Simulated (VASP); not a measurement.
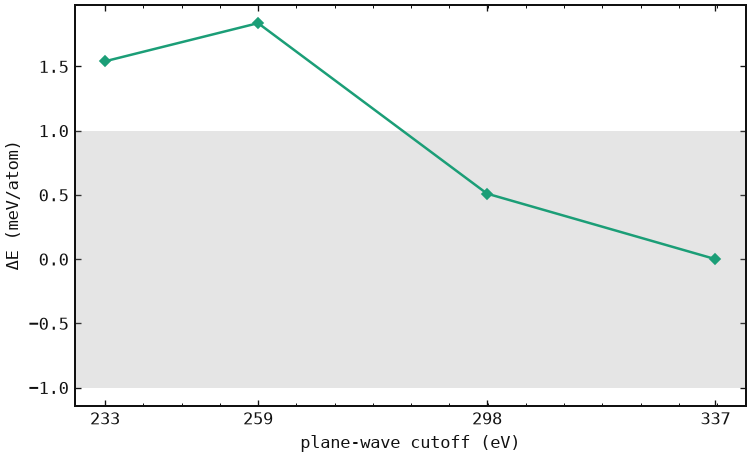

Scan of the plane-wave cutoff (density cutoff scaled with it).
The run: KBr (R3m, 2 atoms in the cell), by HSE06, plane waves, standard recommended PAW potentials (VASP); 4×4×4 k-mesh, Fermi–Dirac smearing of 0.05 eV.
ΔE is the free energy less its value at the largest setting, 337 eV.
Dashed lines or grey bands mark the tolerance: 1 meV/atom.

Question: What is enough for the free energy to 1 meV/atom?

Answer: The free energy is within 1 meV/atom of the largest setting's value from 298.2 eV on. It is off by +1.5 meV/atom at 233.3 eV and +1.8 meV/atom at 259.3 eV.
